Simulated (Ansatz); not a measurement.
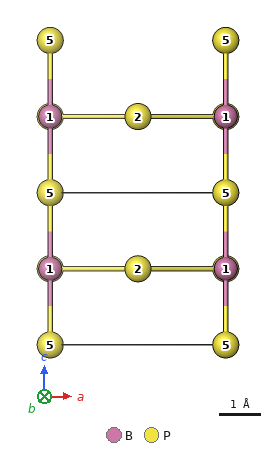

This is the input geometry for a relaxation of a crystal of BP₄ (a generated structure, set up in P6/mmm) (coarse preliminary run). Style: ball-and-stick. Shown: the cell of the calculation, repeated 1 × 1 × 2 with one cell outlined, along the b axis.

All numbers below come from DFT PBE, scalar-relativistic, plane waves, PAW (Ansatz).

The input:
```yaml
crystal:
  lattice:
    - [4.9572556413, 0.0, 0.0]
    - [-2.4786278206, 4.2931093184, 0.0]
    - [0.0, 0.0, 3.723253903]
  atoms:
    - { symbol: B, position: [0.0, 0.0, 0.5] }
    - { symbol: P, position: [0.5, 0.0, 0.5] }
    - { symbol: P, position: [0.0, 0.5, 0.5] }
    - { symbol: P, position: [0.5, 0.5, 0.5] }
    - { symbol: P, position: [0.0, 0.0, 0.0] }
basis:
  ecutwfc: 420
kpoints:
  mp_grid: { grid: [6, 6, 6] }
hamiltonian:
  xc: pbe
scf:
  occupations: { method: gaussian, width: 0.1 }
  lower_state_search: "off"
output:
  forces: true
  stress: true
  eigenvalues: true
relax:
  adjacent_minimum: "off"
  f_tol: 0.04
  max_steps: 70
  cell: { stress_tol: 0.4 }
```

Command:
```bash
ansatz run input.yaml --threads 1 --pin off --max-ram 2560MiB --backend cpu --events-out ev --progress --plain --runs-dir out
```

What does the optimiser find from here?

The atoms keep their places relative to the cell (all moves are under 0.005 Å). Cell: a = b 4.957 → 4.910 Å (−1.0 %), c 3.723 → 3.831 Å (+2.9 %). Volume +0.9 %. Near-neighbour distances that change, for instance: B1–P5 1.862 → 1.916 Å, P2–P3 2.479 → 2.455 Å. The space group stays P6/mmm (No. 191). Over 4 accepted moves (5 points after the start) the energy falls by 38.7 meV per cell of the calculation. All forces vanish by symmetry, so only the cell relaxes. Pressure: 0.75 GPa at the start and −0.01 GPa at the end. The SCF was repeated once at an unchanged geometry on a basis and grid sized afresh for the cell, which shifted the energy by 0.6 meV per cell of the calculation at most. The run took 16 s on 1 thread of Arm Neoverse V2, with other jobs on the host, peak memory 0.34 GiB.

The structure at the end:

```xyz
5
Lattice="4.9101 0.0000 0.0000 -2.4550 4.2522 0.0000 0.0000 0.0000 3.8310" Properties=species:S:1:pos:R:3 pbc="T T T"
B     0.0000    0.0000    1.9155
P     2.4550    0.0000    1.9155
P    -1.2275    2.1261    1.9155
P     1.2275    2.1261    1.9155
P     0.0000    0.0000    0.0000
```

The end point in the same view:

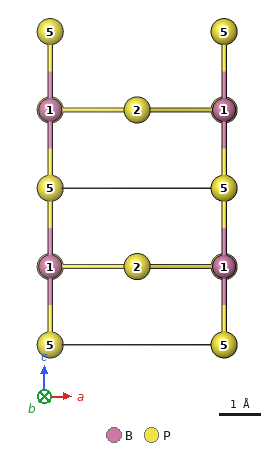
